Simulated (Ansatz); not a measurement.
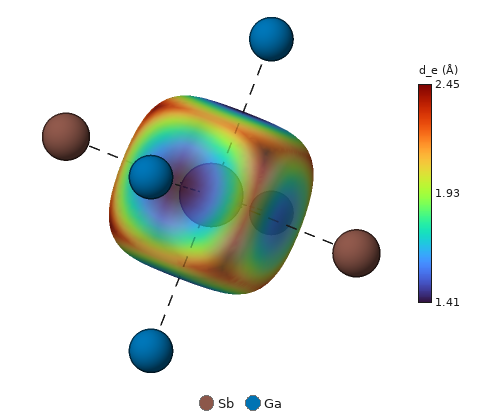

Hirshfeld surface computed for one Sb atom in GaSb3 (P4/mmm, No. 123), coloured by d_e. Dashed lines lead to the closest neighbours outside.

The surface is where the fragment's share of the procrystal density (the sum of the densities of spherically averaged neutral Hartree-Fock atoms) equals one half. d_i and d_e are the distances from the surface to the nearest nucleus inside and outside. From Rb on the atoms have core potentials, so only their outer electrons count.

The cell is taken from the geometry relaxed with Ansatz, DFT PBE, scalar-relativistic, plane waves, PAW.

Space group P4/mmm (No. 123). a = 4.258 Å, b = 4.258 Å, c = 6.081 Å, α = 90.00°, β = 90.00°, γ = 90.00°
```
atom  site  symmetry       x       y       z
  Sb    1b     4/mmm  0.0000  0.0000  0.5000
  Sb    1d     4/mmm  0.5000  0.5000  0.5000
  Ga    1a     4/mmm  0.0000  0.0000  0.0000
  Sb    1c     4/mmm  0.5000  0.5000  0.0000
```

> What is the shortest distance from the fragment to an atom outside it?

Sb–Ga, 3.01 Å.

> How is the surface shared among contacts (nearest atom inside ··· nearest atom outside)?

Sb···Ga 69 %, Sb···Sb 31 %. The surface faces 6 neighbours with more than 2 % of its area each: 4 Ga + 2 Sb.

> Give the size and shape of the surface.

It encloses about 24.2 Å³, has an area of about 42 Å² and a globularity of 0.97 (1 for a sphere).
